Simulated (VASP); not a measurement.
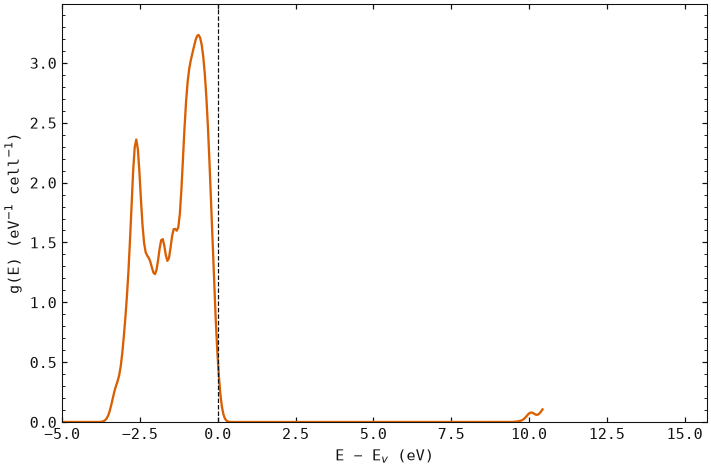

Write a caption that states what the plot shows.

Density of states of LiF, space group R-3m (No. 166), 2 atoms in the cell, rocksalt type, epitaxial (111) strain −3.1%. Level of theory: DFT, PBE, plane waves, PAW, 10×10×10 k mesh, 520 eV cutoff, Fermi-Dirac smearing of 0.02 eV; code VASP. Energies are counted from the top of the valence band. The curve is built from the levels of the k mesh with Gaussians 0.3 eV wide, which also blur the band edges.

There is a gap; over the k points computed it is 9.73 eV (direct among those points). The upper group of valence states starts about 3.5 eV under the valence-band top, with a gap beneath it; it holds about 6 electrons a cell. Within the window shown, the tallest peak of the filled states lies 0.6 eV under the valence-band top, at about 3.2 states per eV and cell.

The cell is at 9 GPa in this functional.
